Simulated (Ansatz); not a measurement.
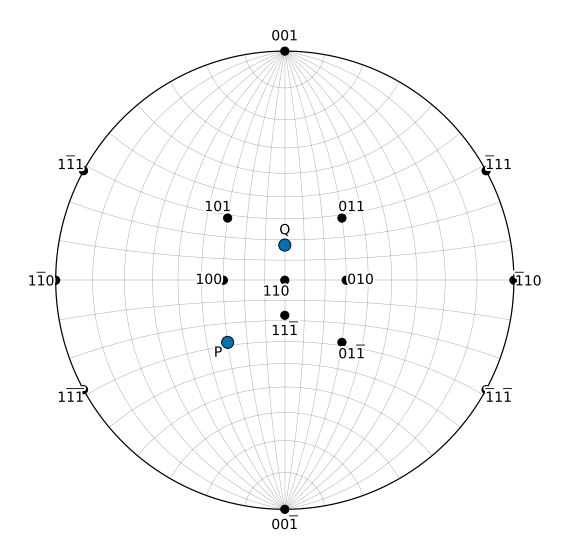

Stereographic projection of plane normals (upper hemisphere) centred on (1 1 0). Crystal: Ta2N, the input geometry of an electronic-structure calculation (not necessarily at equilibrium). Geometry calculated from the standardised cell; symmetry tolerance 0.002 Å.

a = 3.074 Å, b = 3.074 Å, c = 4.895 Å, α = 90.00°, β = 90.00°, γ = 120.00°.

Index the poles marked P, Q.

Answer. P is (1 0 −1), in four indices (1 0 −1 −1), 40.5° from the centre; Q is (1 1 1), in four indices (1 1 −2 1), 17.4° from the centre.

What is the angle between the normals of (0 1 0) and (1 0 1), and what are their d_hkl = 1/|g|?

Answer. 63.9°; d = 2.662 Å and 2.338 Å.
